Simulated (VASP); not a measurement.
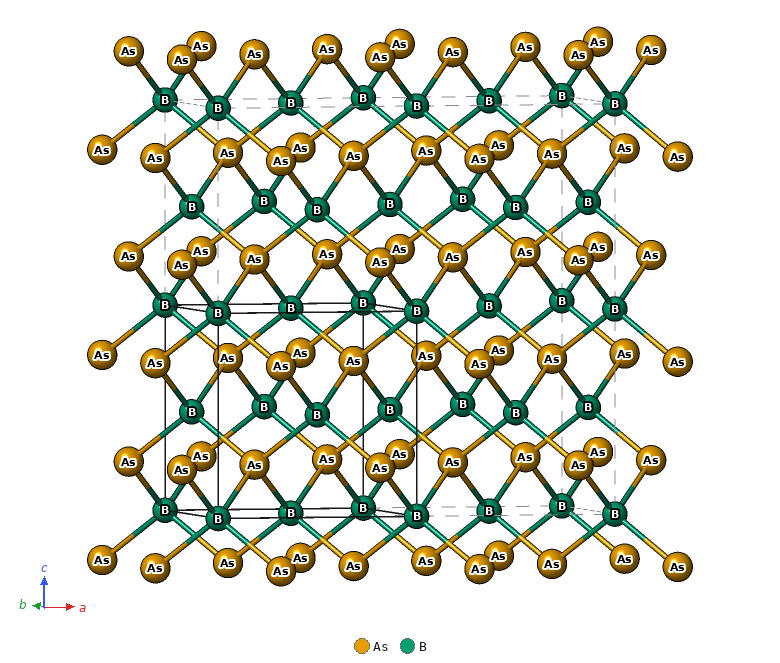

BAs (space group F-43m, No. 216): the geometry relaxed with VASP Kohn-Sham DFT of a periodic cell, LDA, VASP PAW LDA potentials, recommended (VASP).

Bonds are taken as As–B below 2.3 Å. Simplification: prune 0- and 1-connected atoms, fold 2-connected ones into links.

What kind of net remains, and which atoms are its nodes?

Answer. A uninodal 4-connected, three-periodic net: As and B are 4-connected nodes.

Name the underlying net.

Answer. It is the dia net, known from diamond, zinc blende and cristobalite.

Is the net interpenetrated?

Answer. It is a single net, without interpenetration.

How many nodes does the smallest cycle have?

Answer. Six.

Give the point symbol of each node (shortest cycle at each angle).

Answer. As and B: 6^6.

The simplified net, drawn on the atoms' positions. Nodes are coloured by element. Edges to nodes outside the piece are drawn as stubs.

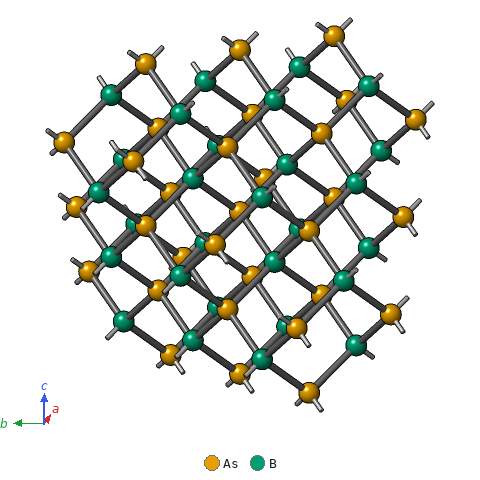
